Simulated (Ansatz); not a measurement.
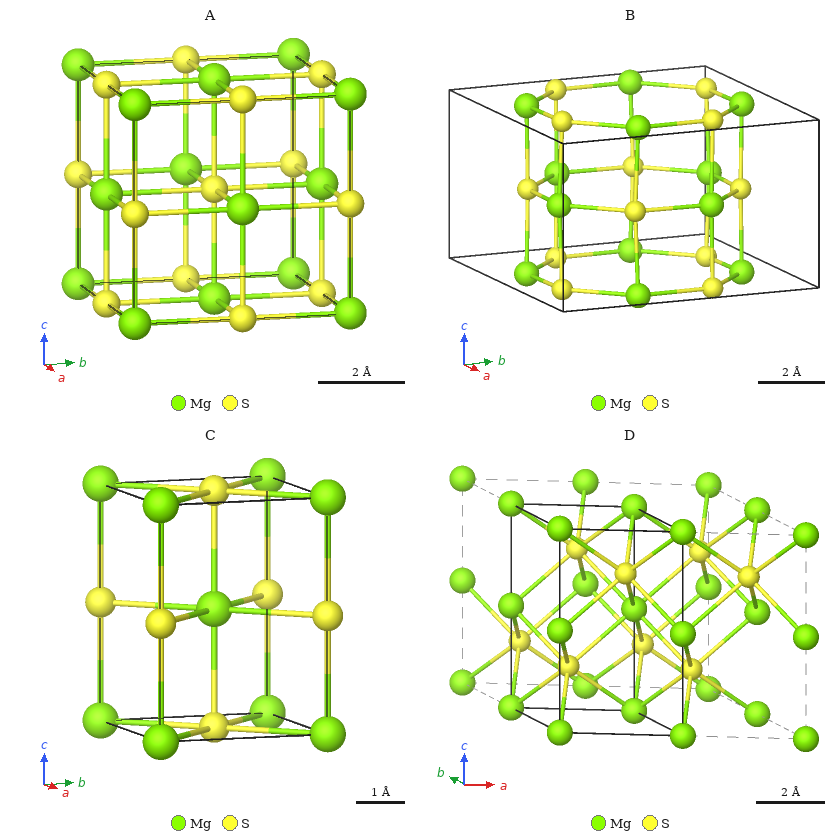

Four structures of MgS, each relaxed to rest (conventional cells in solid outline, small ones repeated, each panel with its own scale). Method: DFT PBE, scalar-relativistic, plane waves, PAW in Ansatz 0.2.0, without spin polarisation.

Give the type and space group of each panel.

Answer. A: rock salt (NaCl type), Fm-3m; B: 16 atoms a cell on a body-centred tetragonal lattice, I4/mcm; C: 4 atoms a cell on a body-centred tetragonal lattice, I4/mmm; D: nickel arsenide (NiAs) type, P6_3/mmc.

Which of these is lowest in energy, and how far above it do the others lie?

Answer. A, then C (+10 meV/atom), D (+27 meV/atom) and B (+80 meV/atom), energies at zero smearing.

Collect the results in a table.

Answer.
| panel | structure | E − E(lowest) (meV/atom) | volume (Å³/atom) | gap (eV) |
| --- | --- | --- | --- | --- |
| A | Fm-3m | 0 | 17.9 | 3.70 |
| C | I4/mmm | 10 | 18.0 | 2.53 |
| D | P6_3/mmc | 27 | 18.0 | 3.39 |
| B | I4/mcm | 80 | 24.1 | 2.94 |

Some of these may be structure types tried for this composition rather than known phases, and the most stable form need not be among them. Gaps are taken on the k-mesh or band path of each run.
